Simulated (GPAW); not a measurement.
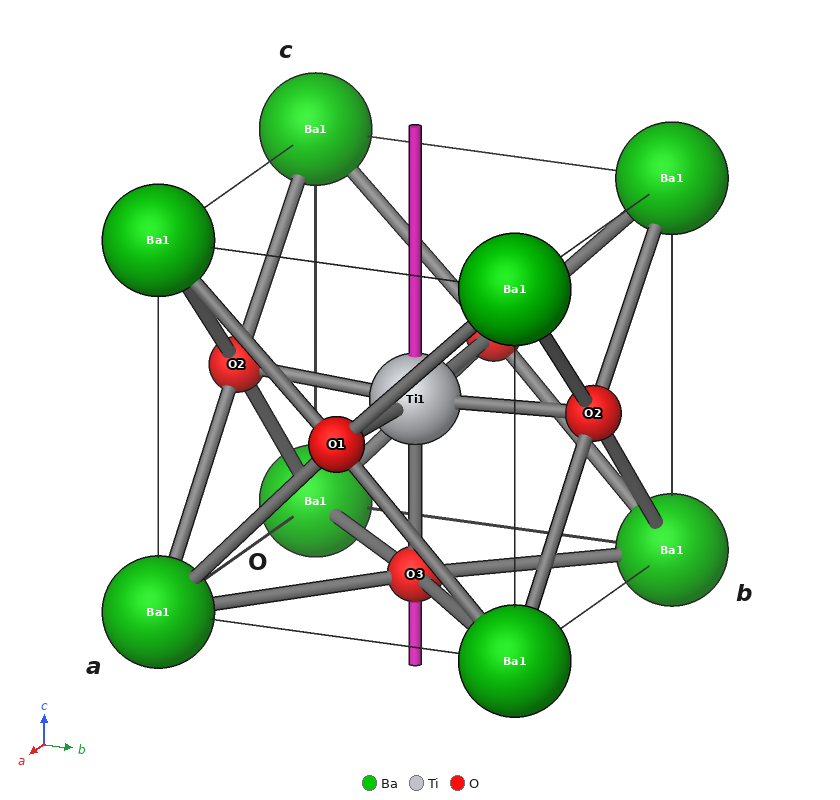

The coloured rod is the axis of a symmetry operation of the crystal. Crystal: BaTiO₃, an entry of the Crystallography Open Database, as set up for an electronic-structure calculation. The drawing is computed from the coordinates (standard cell, symmetry found to 0.002 Å).

a = 4.000 Å, b = 4.000 Å, c = 4.018 Å, α = 90.00°, β = 90.00°, γ = 90.00°.

```tsv
atom	x	y	z
Ba1	0.0000	0.0000	0.0000
Ti1	0.5000	0.5000	0.4900
O1	0.0000	0.5000	0.5170
O2	0.5000	0.0000	0.5170
O3	0.5000	0.5000	0.0190
```

Take the operation x, y, z → y, −x+1, z.

### What kind of operation is it, and where does it lie?

It is a 4-fold rotation, about the line along [0 0 1] through (1/2, 1/2, 1/2).

### Onto which atom does it carry each atom (up to whole multiples of a, b and c)?

Ba1 → Ba1, Ti1 → Ti1, O1 → O2, O2 → O1, O3 → O3.

### What is the crystal's space group?

No. 99, P4mm.
